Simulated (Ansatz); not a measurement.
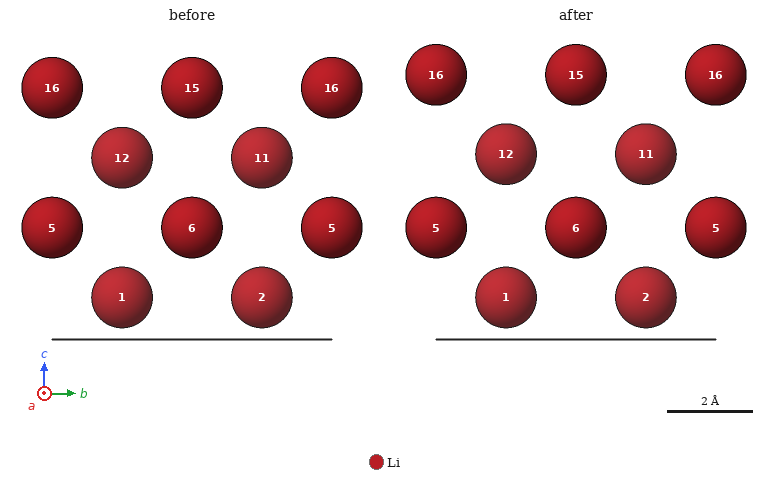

The structure of a slab of composition Li (cut from the Im-3m phase) before (left) and after (right) a constrained relaxation, at one scale.

The picture is a spheres-only view of the cell of the calculation, outlined in the plane, without the vacuum (origin shifted), seen along the a axis.

Case: clean slab, lower planes held. The slab is the (1 0 0) face of Li. 8 atoms are held fixed.

Method: Ansatz, DFT PBE+D3(BJ), scalar-relativistic, plane waves, PAW.

Input
```yaml
crystal:
  lattice:
    - [6.6501031496, 0.0, 0.0]
    - [0.0, 6.6501031496, 0.0]
    - [0.0, 0.0, 20.9875773622]
  atoms:
    - { symbol: Li, position: [0.25, 0.75, 0.3811778683] }
    - { symbol: Li, position: [0.25, 0.25, 0.3811778683] }
    - { symbol: Li, position: [0.75, 0.75, 0.3811778683] }
    - { symbol: Li, position: [0.75, 0.25, 0.3811778683] }
    - { symbol: Li, position: [0.5, 0.5, 0.4603926228] }
    - { symbol: Li, position: [0.5, 0.0, 0.4603926228] }
    - { symbol: Li, position: [0.0, 0.5, 0.4603926228] }
    - { symbol: Li, position: [0.0, 0.0, 0.4603926228] }
    - { symbol: Li, position: [0.75, 0.25, 0.5396073772] }
    - { symbol: Li, position: [0.75, 0.75, 0.5396073772] }
    - { symbol: Li, position: [0.25, 0.25, 0.5396073772] }
    - { symbol: Li, position: [0.25, 0.75, 0.5396073772] }
    - { symbol: Li, position: [0.0, 0.0, 0.6188221317] }
    - { symbol: Li, position: [0.0, 0.5, 0.6188221317] }
    - { symbol: Li, position: [0.5, 0.0, 0.6188221317] }
    - { symbol: Li, position: [0.5, 0.5, 0.6188221317] }
basis:
  ecutwfc: 420
kpoints:
  mp_grid: { grid: [3, 3, 1] }
hamiltonian:
  xc: pbe
  dispersion: d3bj
scf:
  occupations: { method: gaussian, width: 0.1 }
output:
  forces: true
  eigenvalues: true
  write_density: true
  write_potential: true
  elf: true
  volumetric_format: npy
relax:
  adjacent_minimum: "off"
  f_tol: 0.03
  max_steps: 70
  constraints: [{ sites: [0, 1, 2, 3, 4, 5, 6, 7] }]
efield:
  axis: 3
  dipole_correction: true
  ramp_width: 0.04
```

Command:
```bash
ansatz run input.yaml --threads 2 --pin off --max-ram 5120MiB --backend cpu --events-out ev --progress --plain --runs-dir out
```

### What changed between the two?

After 2 geometry steps the energy has fallen by 90.0 meV per cell of the calculation. Largest force component: 0.17 eV/Å at the start, 0.024 eV/Å at the end. The largest moves, 0.31 Å, are those of Li13, Li14, Li15 and Li16. Li13 goes along the normal (+c). The cell stays as it was. Among the contacts that change: Li10–Li13 2.880 → 3.015 Å, Li5–Li10 2.880 → 2.929 Å. Bond angles that change, for instance: Li9–Li16–Li12 109.5° → 102.5°, Li9–Li16–Li10 70.5° → 66.9°.
